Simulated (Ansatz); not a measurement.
# Geometry relaxation of Ru (part 1 of 2)

- system: Ru (slab, 5 atoms in the cell)
- method: DFT PBE, scalar-relativistic, plane waves, PAW, PAW set soft_1, no spin polarisation (Ansatz 0.2.0)

The structure derives from an entry of the Crystallography Open Database. The input holds or restrains some coordinates. Forces given for the steps count only the free coordinates.

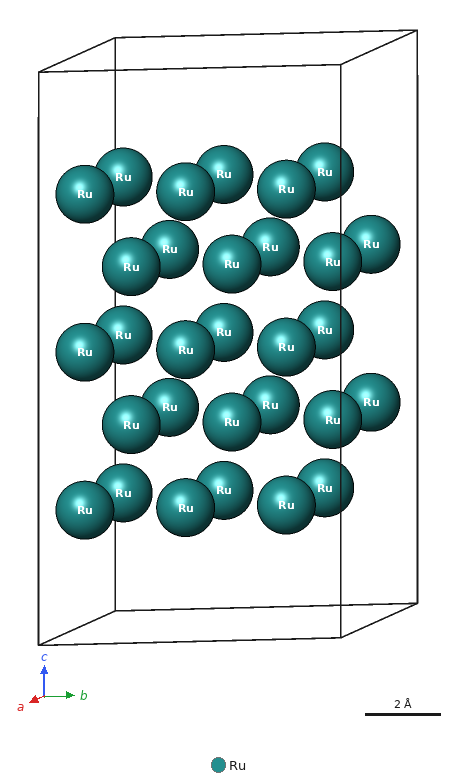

*The input geometry (spheres-only view of the 2 × 3 repeat of the cell, with the vacuum cut short, seen slightly off an axis). An atom can appear more than once, as a periodic image.*

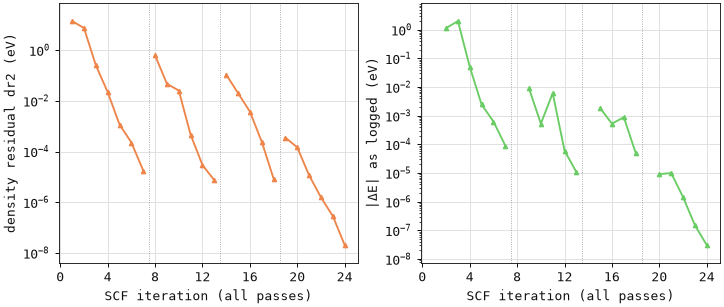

*Convergence of the self-consistent field: density residual dr2 and size of the energy change against the SCF iteration. The dotted lines part the SCF passes of the relaxation: geometry steps, rejected trials and re-solves on a re-selected basis.*

The passes take 7, 6, 5 and 6 iterations.

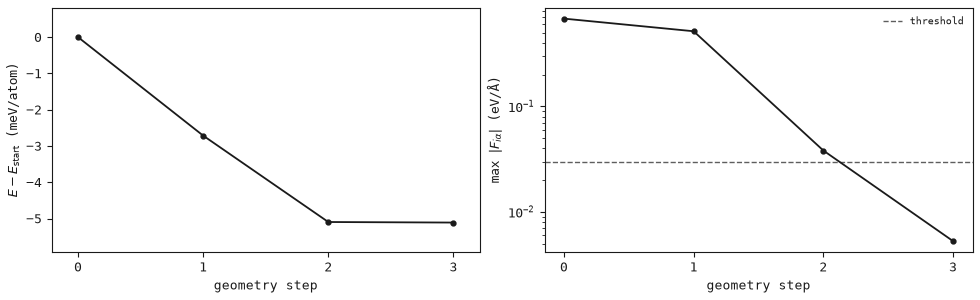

*Progress of the restrained relaxation, step by step (the first geometry is step 0 here and step 1 in the log).*

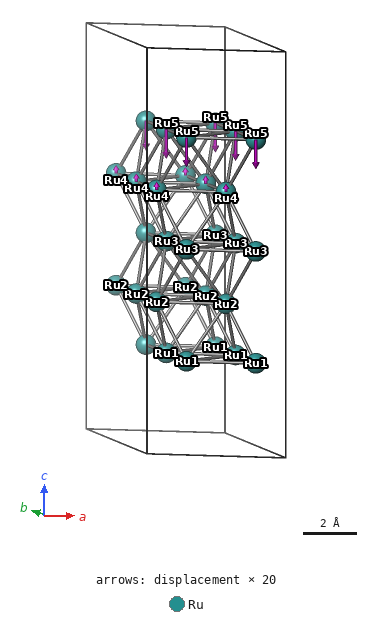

*The starting structure with the displacements as pink arrows, magnified 20 times (ball-and-stick view of the 2 × 3 repeat of the cell, with the vacuum cut short, seen slightly off an axis).*

The atom that moves furthest is Ru5 (0.057 Å). The cell doesn't change. Among the contacts that change: Ru4–Ru5 2.661 → 2.602 Å, Ru3–Ru4 2.661 → 2.674 Å. The energy falls by 5.1 meV per atom in 3 geometry steps. Largest force component: 0.68 eV/Å at the start, 0.0053 eV/Å at the end. (Atoms are counted from 1 in the order of the input.)

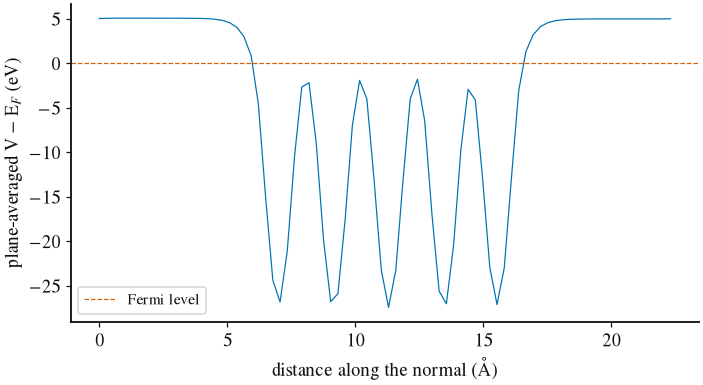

*Plane average of the electrostatic potential energy of an electron across the cell, from the Fermi level.*

The vacuum level lies 4.98 eV above the Fermi level on the upper side and 5.06 eV on the lower.

The input that produced these results follows, with the program's output.

### Input
```yaml
crystal:
  lattice:
    - [2.7197977465, 0.0, 0.0]
    - [-1.3598988732, 2.3554139416, 0.0]
    - [0.0, 0.0, 22.593319529]
  atoms:
    - { symbol: Ru, position: [0.6666666667, 0.3333333333, 0.3098260966] }
    - { symbol: Ru, position: [0.3333333333, 0.6666666667, 0.4049130483] }
    - { symbol: Ru, position: [0.6666666667, 0.3333333333, 0.5] }
    - { symbol: Ru, position: [0.3333333333, 0.6666666667, 0.5950869517] }
    - { symbol: Ru, position: [0.6666666667, 0.3333333333, 0.6901739034] }
basis:
  ecutwfc: 420
kpoints:
  mp_grid: { grid: [12, 12, 1] }
hamiltonian:
  xc: pbe
  pseudopotentials: { kind: paw, azcp: { folder: soft_1 } }
scf:
  occupations: { method: gaussian, width: 0.1 }
output:
  forces: true
  eigenvalues: true
relax:
  adjacent_minimum: "off"
  f_tol: 0.03
  max_steps: 50
  constraints: [{ sites: [0, 1] }]
efield:
  axis: 3
  dipole_correction: true
  ramp_width: 0.04
```

Run as:
```bash
ansatz run input.yaml --threads 2 --pin off --max-ram 6144MiB --backend cpu --events-out ev --progress --plain --runs-dir out
```

### Output
```
Engine: ansatz 0.2.0, aarch64-unknown-linux-gnu
Pseudopotentials: kind: paw
Pseudopotential: Ru, paw, valence charge 16, recommended cutoff 420 eV (normal), [file]
Functional definition: PBE
  parameter kappa = 0.804
  parameter beta = 0.06672455060314922
  exchange = pbe_x(kappa = kappa, mu = beta*pi^2/3)
  correlation = pbe_c(beta = beta)
Crystal: 5 atoms, lattice volume = 144.738 Å³
Basis set: ecut = 420 eV, 2841 PW (Γ), exchange–correlation on 40×40×320 points (8 copies of the dense FFT grid, shifted against one another)
Bands: 48, of which v1, the nominal top of the filled ones, is band 40 counted from 1 (39 counted from 0)
Symmetry: 6 space group operations
k-points: 19 of 144 (time reversal used)
Non-local potential: Ru, projectors of the file, l = 0: 3, l = 1: 2, l = 2: 2, l = 3: 1
PAW form: soft (Blöchl's): semilocal exchange-correlation on the pseudo side does not see the compensation charge
PAW one-centre angular grid: Ru, 590 points (default); XC on 64 Gauss nodes
Initial density: superposition of atomic densities (neutral atoms: chi_scale 0, normalization atom)
Initial wavefunctions: pseudopotential atomic-orbital guess
Functional: x = pbe(κ = 0.804, μ = 0.2195149727645171), c = pbe(β = 0.06672455060314922)
SCF iter   1: F=—  HF=-29394.722474 eV  |F-HF|=—  |Δ(HF+E_count)|=         —  Δρ=8.05e-2  dr2=1.40e1  ethr=3.10e-3  p=0.000 e·Å  D=6.12e-14 V/Å  ΔV_dip=-0.00 eV  dr2_dipole=1.69e-5  V_vac-E_F(+/−)=5.87/5.87 eV  ⟨swp⟩=7.7  Hψ=3793  notcnv=0
efield: sawtooth ramp at fractional position 0.9800 (placed from the atoms, in the widest stretch of the axis that holds none; the zero of the levels goes with the place), width 0.0400; the density the first Hamiltonian is built on has a dipole p = 0.000 e·Å; the dipole correction subtracts the counter field D = 6.12e-14 V/Å, which shifts the + side's vacuum level by -0.00 eV against the − side's; the planar-averaged density in the ramp window peaks in size at 3.5e-6 e/Å³
preconditioner: auto → LDOS  [metal: Δε(μ)=0.051 eV  Ē_g=4.906 eV  σ=0.100 eV  W_gap=0.27  n_scr=16 (ndim 8)  ℏωp=19.5 eV  f_vac=0.463  D(μ)=7.91/eV (n_scr^D=88)  β→1.0]
SCF iter   2: F=—  HF=-29393.579316 eV  |F-HF|=—  |Δ(HF+E_count)|=    1.14e0  Δρ=7.08e-2  dr2=7.43e0  ethr=3.10e-3  p=0.000 e·Å  D=2.11e-4 V/Å  ΔV_dip=-0.00 eV  dr2_dipole=5.92e-5  V_vac-E_F(+/−)=5.18/5.19 eV  ⟨swp⟩=3.5  Hψ=2456  notcnv=0  defer=34
SCF iter   3: F=—  HF=-29391.566137 eV  |F-HF|=—  |Δ(HF+E_count)|=    2.01e0  Δρ=9.64e-3  dr2=2.54e-1  ethr=3.10e-3  p=0.000 e·Å  D=4.64e-5 V/Å  ΔV_dip=-0.00 eV  dr2_dipole=8.65e-7  V_vac-E_F(+/−)=5.32/5.32 eV  ⟨swp⟩=3.0  Hψ=2031  notcnv=0  defer=35
SCF iter   4: F=—  HF=-29391.515252 eV  |F-HF|=—  |Δ(HF+E_count)|=   5.09e-2  Δρ=2.90e-3  dr2=2.20e-2  ethr=3.17e-4  p=0.000 e·Å  D=7.52e-5 V/Å  ΔV_dip=-0.00 eV  dr2_dipole=1.77e-6  V_vac-E_F(+/−)=5.14/5.15 eV  ⟨swp⟩=3.3  Hψ=1862  notcnv=0  defer=34
SCF iter   5: F=—  HF=-29391.512785 eV  |F-HF|=—  |Δ(HF+E_count)|=   2.47e-3  Δρ=1.03e-3  dr2=1.16e-3  ethr=2.75e-5  p=0.000 e·Å  D=3.61e-5 V/Å  ΔV_dip=-0.00 eV  dr2_dipole=1.77e-7  V_vac-E_F(+/−)=5.12/5.12 eV  ⟨swp⟩=2.7  Hψ=1620  notcnv=0  defer=34
SCF iter   6: F=—  HF=-29391.513414 eV  |F-HF|=—  |Δ(HF+E_count)|=   6.29e-4  Δρ=3.13e-4  dr2=2.27e-4  ethr=1.45e-6  p=0.000 e·Å  D=1.64e-5 V/Å  ΔV_dip=-0.00 eV  dr2_dipole=3.74e-8  V_vac-E_F(+/−)=5.08/5.08 eV  ⟨swp⟩=3.0  Hψ=1710  notcnv=0  defer=34
SCF iter   7: F=-29391.513503 eV  HF=-29391.513505 eV  |F-HF|=2.64e-6  |Δ(HF+E_count)|=   9.09e-5  Δρ=8.87e-5  dr2=1.78e-5  ethr=2.81e-8  p=0.000 e·Å  D=3.97e-6 V/Å  ΔV_dip=-0.00 eV  dr2_dipole=1.32e-10  V_vac-E_F(+/−)=5.06/5.06 eV  ⟨swp⟩=11.1  Hψ=5011  notcnv=0
SCF 1 converged in 7 iterations: F = -29391.513503 eV  dr2 = 1.78e-5
  greatest PAW one-centre occupation: 1.000 electrons in one spin orbital (limit 2), on the Ru atom at site 2 (counted from 0), in its partial waves of l = 0
relax step   1: F+E_penalty+E_count = -29391.51350258 eV  Δ(F+E_penalty+E_count) = +0.000e0 eV  max|allowed force component| = 6.814e-1 eV/Å  Δτ_max = 0.0000 Å  (7 SCF iters, dr2 threshold 2.25e-5 eV, accepted)
Initial density: handed on by an earlier stage of this run
Initial wavefunctions: those handed on with the density
iter 1 solved again at ethr=9.52e-4 eV; its pass at ethr=3.10e-3 eV (dr2=7.62e-1 eV) is discarded
SCF iter   1: F=—  HF=-29391.542779 eV  |F-HF|=—  |Δ(HF+E_count)|=         —  Δρ=7.66e-3  dr2=6.18e-1  ethr=9.52e-4  p=0.000 e·Å  D=2.55e-6 V/Å  ΔV_dip=-0.00 eV  dr2_dipole=3.17e-1  V_vac-E_F(+/−)=5.03/5.03 eV  ⟨swp⟩=1.2  Hψ=3082  notcnv=0  defer=31
efield: sawtooth ramp at fractional position 0.9800 (handed on by an earlier solve), width 0.0400; the density the first Hamiltonian is built on has a dipole p = 0.000 e·Å; the dipole correction subtracts the counter field D = 2.55e-6 V/Å, which shifts the + side's vacuum level by -0.00 eV against the − side's; the planar-averaged density in the ramp window peaks in size at 4.7e-6 e/Å³
eigensolver tolerance schedule: the retry pair's looser diagonalisation over-reported the residual by 0.23 of it (diagonalisation noise at 0.12 of the residual, at the tolerance the schedule requests for it); recorded, not acted on — ethr = c·dr2/N_el stays at c = 1.0e-1
preconditioner: auto → LDOS  [metal: Δε(μ)=0.054 eV  Ē_g=4.576 eV  σ=0.100 eV  W_gap=0.29  n_scr=16 (ndim 8)  ℏωp=19.5 eV  f_vac=0.474  D(μ)=6.47/eV (n_scr^D=62)  β→1.0]
SCF iter   2: F=—  HF=-29391.533799 eV  |F-HF|=—  |Δ(HF+E_count)|=   8.98e-3  Δρ=2.59e-3  dr2=4.69e-2  ethr=7.73e-4  p=0.003 e·Å  D=3.99e-3 V/Å  ΔV_dip=-0.09 eV  dr2_dipole=1.72e-2  V_vac-E_F(+/−)=4.97/5.06 eV  ⟨swp⟩=1.9  Hψ=962  notcnv=0  defer=31
SCF iter   3: F=—  HF=-29391.533267 eV  |F-HF|=—  |Δ(HF+E_count)|=   5.32e-4  Δρ=2.81e-3  dr2=2.55e-2  ethr=5.87e-5  p=0.004 e·Å  D=4.61e-3 V/Å  ΔV_dip=-0.10 eV  dr2_dipole=1.44e-4  V_vac-E_F(+/−)=4.96/5.06 eV  ⟨swp⟩=3.1  Hψ=1985  notcnv=0  defer=31
SCF iter   4: F=—  HF=-29391.527130 eV  |F-HF|=—  |Δ(HF+E_count)|=   6.14e-3  Δρ=3.83e-4  dr2=4.56e-4  ethr=3.18e-5  p=0.004 e·Å  D=4.96e-3 V/Å  ΔV_dip=-0.11 eV  dr2_dipole=3.45e-5  V_vac-E_F(+/−)=4.95/5.06 eV  ⟨swp⟩=2.3  Hψ=1348  notcnv=0  defer=31
SCF iter   5: F=—  HF=-29391.527070 eV  |F-HF|=—  |Δ(HF+E_count)|=   6.01e-5  Δρ=1.19e-4  dr2=2.93e-5  ethr=5.70e-7  p=0.004 e·Å  D=4.97e-3 V/Å  ΔV_dip=-0.11 eV  dr2_dipole=8.63e-7  V_vac-E_F(+/−)=4.94/5.06 eV  ⟨swp⟩=3.1  Hψ=1748  notcnv=0  defer=31
SCF iter   6: F=-29391.527078 eV  HF=-29391.527080 eV  |F-HF|=2.17e-6  |Δ(HF+E_count)|=   1.08e-5  Δρ=4.88e-5  dr2=7.36e-6  ethr=3.63e-8  p=0.004 e·Å  D=5.07e-3 V/Å  ΔV_dip=-0.11 eV  dr2_dipole=5.44e-9  V_vac-E_F(+/−)=4.94/5.06 eV  ⟨swp⟩=11.9  Hψ=4275  notcnv=0
SCF 2 converged in 6 iterations: F = -29391.527078 eV  dr2 = 7.36e-6
  greatest PAW one-centre occupation: 1.000 electrons in one spin orbital (limit 2), on the Ru atom at site 3 (counted from 0), in its partial waves of l = 0
relax step   2: F+E_penalty+E_count = -29391.52707822 eV  Δ(F+E_penalty+E_count) = -1.358e-2 eV  max|allowed force component| = 5.171e-1 eV/Å  Δτ_max = 0.1071 Å  (6 SCF iters, dr2 threshold 2.90e-5 eV, accepted)
```
